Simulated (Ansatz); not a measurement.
## Geometry relaxation of Ti$_{12}$H$_{2}$O (part 3 of 3)

Continued. System: Ti$_{12}$H$_{2}$O (slab, 15 atoms in the cell). Method: DFT PBE+D3(BJ), scalar-relativistic, plane waves, PAW, no spin polarisation (Ansatz 0.2.0); cutoff 420 eV, 4×4×1 k-mesh, Gaussian smearing of 0.1 eV. The structure derives from an entry of the Crystallography Open Database. The input holds or restrains some coordinates. Forces given for the steps count only the free coordinates. It belongs to a series of runs on one base structure; here: 1 H2O a cell, flat, over a top Ti site.

Geometry of the input (Å; fractional positions):
```
5.7103  0.0000  0.0000
-2.8551  4.9452  0.0000
0.0000  0.0000  22.6624
Ti 0.3333  0.1667  0.3530
Ti 0.3333  0.6667  0.3530
Ti 0.8333  0.1667  0.3530
Ti 0.8333  0.6667  0.3530
Ti 0.6667  0.3333  0.4521
Ti 0.6667  0.8333  0.4521
Ti 0.1667  0.3333  0.4521
Ti 0.1667  0.8333  0.4521
Ti 0.0000  0.5000  0.5511
Ti 0.0000  0.0000  0.5511
Ti 0.5000  0.5000  0.5511
Ti 0.5000  0.0000  0.5511
O  0.0000  0.5000  0.6861
H  0.1089  0.4090  0.6861
H  -0.1900  0.3501  0.6861
```

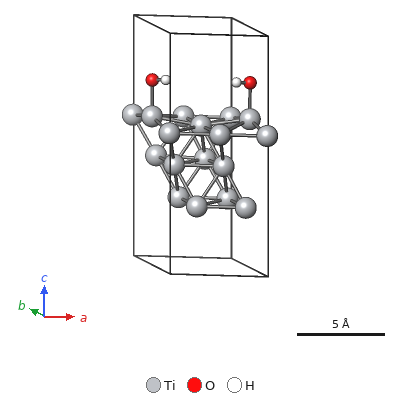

Fig. 1: The geometry at step 6 of the log (ball-and-stick view of the cell of the calculation, with the vacuum cut short, seen slightly off an axis).

## Trajectory as extended XYZ, continued
```
15
Lattice="5.7103 0.0000 0.0000 -2.8551 4.9452 0.0000 0.0000 0.0000 22.6624" Properties=species:S:1:pos:R:3:forces:R:3 step=3 energy=-30593.74179
Ti    1.4276    0.8242    8.0000    0.0003  -0.0083   0.3913
Ti    0.0000    3.2968    8.0000   -0.0355   0.0033   0.0090
Ti    4.2827    0.8242    8.0000   -0.0016   0.0127  -0.0254
Ti    2.8551    3.2968    8.0000    0.0386  -0.0001  -0.0016
Ti    2.8715    1.6547   10.2538   -0.0289  -0.0160  -0.0549
Ti    1.4291    4.1204   10.2051    0.0012  -0.0085  -0.3014
Ti   -0.0167    1.6540   10.2558    0.0273  -0.0177  -0.0481
Ti   -1.4288    4.1057   10.2683   -0.0022   0.0336  -0.0347
Ti   -1.4273    2.4639   12.8418   -0.0009   0.0010   0.7469
Ti   -0.0241    0.0006   12.4735   -0.1847  -0.0739   0.0042
Ti    1.4272    2.4824   12.4478   -0.0017   0.1765   0.0260
Ti    2.8787   -0.0020   12.4609    0.1819  -0.0714   0.0145
O    -1.4231    2.4559   15.2413    0.0720  -0.4197  -0.3426
H    -0.5615    2.0247   15.4451   -0.0363   0.1871  -0.1905
H    -2.0728    1.7449   15.4468   -0.0295   0.2014  -0.1903
15
Lattice="5.7103 0.0000 0.0000 -2.8551 4.9452 0.0000 0.0000 0.0000 22.6624" Properties=species:S:1:pos:R:3:forces:R:3 step=4 energy=-30593.82361
Ti    1.4276    0.8242    8.0000    0.0001  -0.0137   0.4647
Ti    0.0000    3.2968    8.0000   -0.1559  -0.0640  -0.0643
Ti    4.2827    0.8242    8.0000   -0.0012   0.1470  -0.1038
Ti    2.8551    3.2968    8.0000    0.1600  -0.0672  -0.0762
Ti    2.8693    1.6539   10.2516   -0.0585  -0.0406   0.0716
Ti    1.4289    4.1185   10.1429   -0.0055   0.0076  -0.0245
Ti   -0.0151    1.6530   10.2547    0.0534  -0.0343   0.0663
Ti   -1.4292    4.1083   10.2703    0.0034   0.0714   0.0568
Ti   -1.4272    2.4637   13.0368   -0.0112   0.0099  -0.8473
Ti   -0.0624   -0.0139   12.4737    0.0400   0.0183  -0.0004
Ti    1.4266    2.5191   12.4534    0.0056  -0.0238   0.0358
Ti    2.9157   -0.0158   12.4634   -0.0414   0.0273   0.0149
O    -1.4176    2.4299   15.1162    0.0208  -0.1411   0.7595
H    -0.5598    2.0320   15.3818    0.2425   0.0891  -0.1755
H    -2.0779    1.7537   15.3842   -0.2522   0.0146  -0.1756
15
Lattice="5.7103 0.0000 0.0000 -2.8551 4.9452 0.0000 0.0000 0.0000 22.6624" Properties=species:S:1:pos:R:3:forces:R:3 step=5 energy=-30593.87359
Ti    1.4276    0.8242    8.0000   -0.0021  -0.0061   0.4239
Ti    0.0000    3.2968    8.0000   -0.1686  -0.0692  -0.0973
Ti    4.2827    0.8242    8.0000   -0.0016   0.1657  -0.1308
Ti    2.8551    3.2968    8.0000    0.1707  -0.0713  -0.1007
Ti    2.8613    1.6528   10.2554    0.0669   0.0487  -0.0533
Ti    1.4275    4.1220   10.1366    0.0025  -0.0062   0.0823
Ti   -0.0093    1.6527   10.2575   -0.0672   0.0439  -0.0570
Ti   -1.4294    4.1202   10.2719   -0.0038  -0.0798  -0.0658
Ti   -1.4300    2.4771   12.8468   -0.0010  -0.0187   0.2708
Ti   -0.0606   -0.0054   12.4610    0.0431   0.0132  -0.0606
Ti    1.4259    2.5256   12.4485    0.0086  -0.0407  -0.1024
Ti    2.9112   -0.0061   12.4546   -0.0487   0.0162  -0.0788
O    -1.4099    2.4090   15.0043    0.0368  -0.1288   0.2289
H    -0.5474    1.9807   15.2138    0.0712   0.0806  -0.1339
H    -2.0814    1.7215   15.2203   -0.1069   0.0527  -0.1252
15
Lattice="5.7103 0.0000 0.0000 -2.8551 4.9452 0.0000 0.0000 0.0000 22.6624" Properties=species:S:1:pos:R:3:forces:R:3 step=6 energy=-30593.89480
Ti    1.4276    0.8242    8.0000   -0.0024  -0.0049   0.4105
Ti    0.0000    3.2968    8.0000   -0.1458  -0.0568  -0.1253
Ti    4.2827    0.8242    8.0000   -0.0012   0.1397  -0.1630
Ti    2.8551    3.2968    8.0000    0.1471  -0.0583  -0.1336
Ti    2.8678    1.6570   10.2443   -0.0120  -0.0075  -0.0176
Ti    1.4277    4.1220   10.1389   -0.0028   0.0007  -0.0205
Ti   -0.0156    1.6565   10.2465    0.0148  -0.0076  -0.0118
Ti   -1.4299    4.1130   10.2600    0.0001   0.0143  -0.0132
Ti   -1.4295    2.4762   12.8940    0.0037   0.0066   0.1199
Ti   -0.0545   -0.0034   12.4449   -0.0136  -0.0105   0.0076
Ti    1.4273    2.5198   12.4267    0.0026   0.0149   0.0426
Ti    2.9049   -0.0038   12.4358    0.0120  -0.0069   0.0190
O    -1.3957    2.3680   15.0623    0.0901  -0.2253   0.0196
H    -0.5411    1.8828   15.1891   -0.0957   0.1167  -0.0776
H    -2.0929    1.6822   15.2049    0.0032   0.0846  -0.0565
15
Lattice="5.7103 0.0000 0.0000 -2.8551 4.9452 0.0000 0.0000 0.0000 22.6624" Properties=species:S:1:pos:R:3:forces:R:3 step=7 energy=-30593.89501
Ti    1.4276    0.8242    8.0000    0.0012   0.0796   0.4157
Ti    0.0000    3.2968    8.0000   -0.1323  -0.0666  -0.1484
Ti    4.2827    0.8242    8.0000    0.0101   0.1938  -0.0975
Ti    2.8551    3.2968    8.0000    0.1248  -0.0727  -0.1565
Ti    2.8701    1.6862   10.2571   -0.0121  -0.0557  -0.0134
Ti    1.4278    4.1437   10.1360   -0.0040  -0.0255  -0.0001
Ti   -0.0094    1.6898   10.2598   -0.0062  -0.0655  -0.0174
Ti   -1.4316    4.1449   10.2392    0.0131  -0.0576   0.0165
Ti   -1.4275    2.4790   12.9169   -0.0010  -0.0203  -0.0165
Ti   -0.0519   -0.0130   12.4336    0.0212   0.0010   0.0141
Ti    1.4334    2.5235   12.4555   -0.0127   0.0352  -0.0347
Ti    2.8978   -0.0163   12.4294   -0.0002   0.0247   0.0147
O    -1.3855    2.2069   15.0533   -0.0520   0.2349   0.0061
H    -0.5477    1.6940   15.1236    0.0782  -0.1097   0.0091
H    -2.1159    1.5519   15.1408   -0.0281  -0.0958   0.0086
15
Lattice="5.7103 0.0000 0.0000 -2.8551 4.9452 0.0000 0.0000 0.0000 22.6624" Properties=species:S:1:pos:R:3:forces:R:3 step=8 energy=-30593.90066
Ti    1.4276    0.8242    8.0000   -0.0008   0.0075   0.4053
Ti    0.0000    3.2968    8.0000   -0.1422  -0.0764  -0.1330
Ti    4.2827    0.8242    8.0000    0.0015   0.1503  -0.1358
Ti    2.8551    3.2968    8.0000    0.1402  -0.0730  -0.1349
Ti    2.8660    1.6549   10.2481    0.0006   0.0079  -0.0062
Ti    1.4266    4.1196   10.1375    0.0074   0.0012  -0.0059
Ti   -0.0115    1.6544   10.2503   -0.0018   0.0005  -0.0034
Ti   -1.4288    4.1130   10.2524   -0.0058  -0.0134   0.0004
Ti   -1.4286    2.4692   12.9099    0.0024  -0.0071   0.0034
Ti   -0.0507   -0.0175   12.4406   -0.0022  -0.0005  -0.0053
Ti    1.4292    2.5187   12.4409    0.0027   0.0001   0.0018
Ti    2.9015   -0.0144   12.4355    0.0003  -0.0079   0.0013
O    -1.3854    2.2454   15.0513    0.0016   0.0025   0.0200
H    -0.5461    1.7263   15.1203   -0.0253   0.0036  -0.0057
H    -2.1122    1.5825   15.1447    0.0214   0.0057  -0.0036
15
Lattice="5.7103 0.0000 0.0000 -2.8551 4.9452 0.0000 0.0000 0.0000 22.6624" Properties=species:S:1:pos:R:3:forces:R:3 step=9 energy=-30593.90066
Ti    1.4276    0.8242    8.0000   -0.0008   0.0078   0.4053
Ti    0.0000    3.2968    8.0000   -0.1421  -0.0766  -0.1329
Ti    4.2827    0.8242    8.0000    0.0015   0.1504  -0.1358
Ti    2.8551    3.2968    8.0000    0.1401  -0.0733  -0.1348
Ti    2.8660    1.6549   10.2481    0.0003   0.0083  -0.0058
Ti    1.4266    4.1196   10.1375    0.0074   0.0005  -0.0057
Ti   -0.0115    1.6544   10.2503   -0.0016   0.0008  -0.0030
Ti   -1.4288    4.1130   10.2524   -0.0058  -0.0139   0.0003
Ti   -1.4286    2.4692   12.9099    0.0026  -0.0063   0.0034
Ti   -0.0507   -0.0175   12.4406   -0.0018  -0.0011  -0.0050
Ti    1.4292    2.5187   12.4409    0.0025   0.0004   0.0014
Ti    2.9015   -0.0144   12.4355   -0.0001  -0.0088   0.0016
O    -1.3854    2.2454   15.0513    0.0017   0.0024   0.0201
H    -0.5461    1.7263   15.1203   -0.0253   0.0037  -0.0056
H    -2.1122    1.5825   15.1447    0.0213   0.0058  -0.0035
```

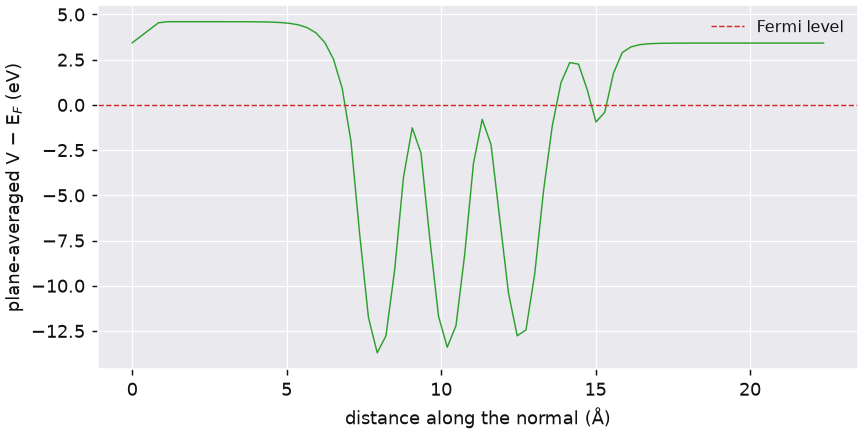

Fig. 2: Plane average of the electrostatic potential energy of an electron across the cell, from the Fermi level. The vacuum level lies 3.42 eV above the Fermi level on the upper side and 4.60 eV on the lower.

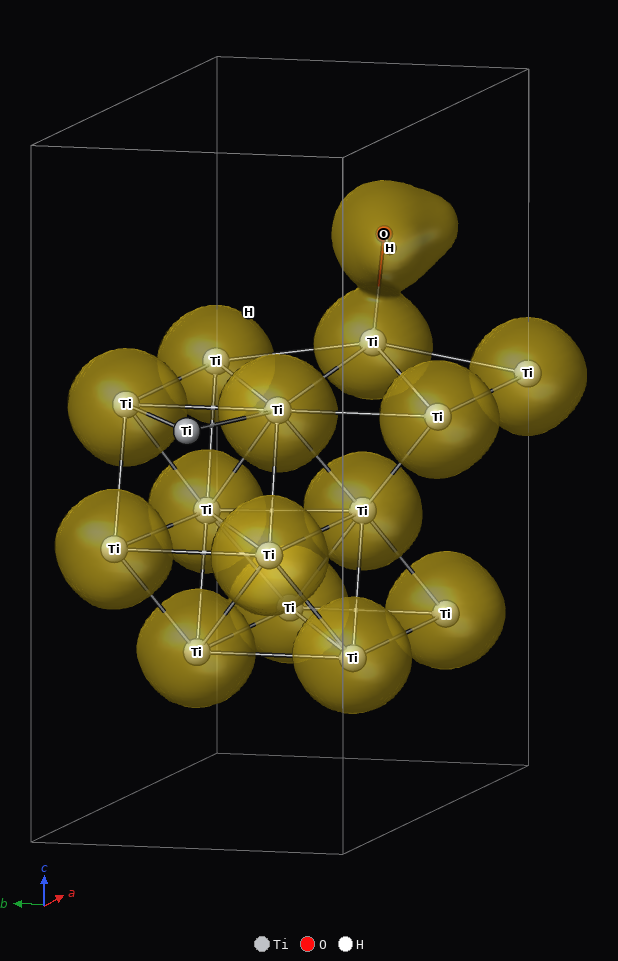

Fig. 3: Isosurface of the valence pseudo-density at 0.3 e/Å³ (yellow), seen at an oblique angle. Sticks mark near contacts. At this value the density breaks into separate islands; it holds about 80 % of the electrons treated as valence (semicore included). It is pinched off along the Ti–Ti (2.70 Å) and Ti–Ti (2.75 Å) contacts. On the grid the lowest density along these lines, outside the cores, is 2.1 e/Å³ (O–H, 0.99 Å), 0.43 e/Å³ (Ti–O, 2.15 Å), 0.25 e/Å³ (Ti–Ti, 2.70 Å) and 0.22 e/Å³ (Ti–Ti, 2.75 Å). In a PAW calculation such maps are meaningful between the atoms, not at the nuclei.

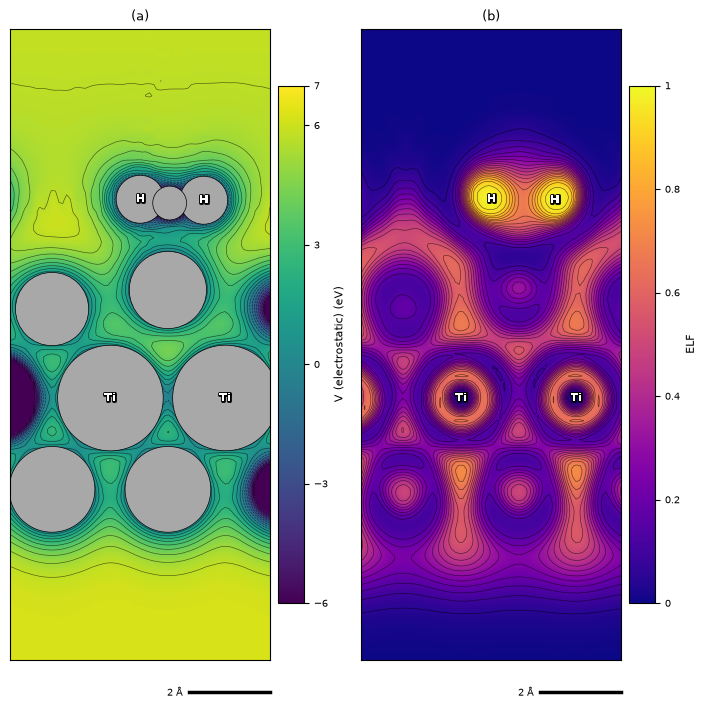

Fig. 4: (a) electrostatic potential (local pseudopotential plus Hartree) felt by an electron; (b) ELF on the (010) plane of the calculation cell, a cut from vacuum to vacuum. Grey discs, where drawn, cover atomic cores. The section cuts through Ti and H sites. Ti–Ti (2.83 Å): the ELF is about 0.20 at the midpoint; no shared electron pair. The strong features right at Ti lie inside the PAW spheres (semicore, d or f shells) and say nothing about bonding.

## Results in brief

- outcome: converged under the restraints of the input
- electrons treated: 152
- free energy: −30593.9007 eV
- work function, top face: 3.42 eV
- work function, bottom face: 4.60 eV
- Fermi energy: 2.014 eV
- gap on the k-point mesh: none (metallic)
- final volume: 639.96 Å³
- work function (upper face): 3.42 eV
- largest force (length of the vector) at the end, held atoms and coordinates included: 0.405 eV/Å
- wall time: 3.4 min (CPU time 13 min)
- peak memory: 1.6 GiB

The program warns: the exchange-correlation potential is rough where the density is thin.
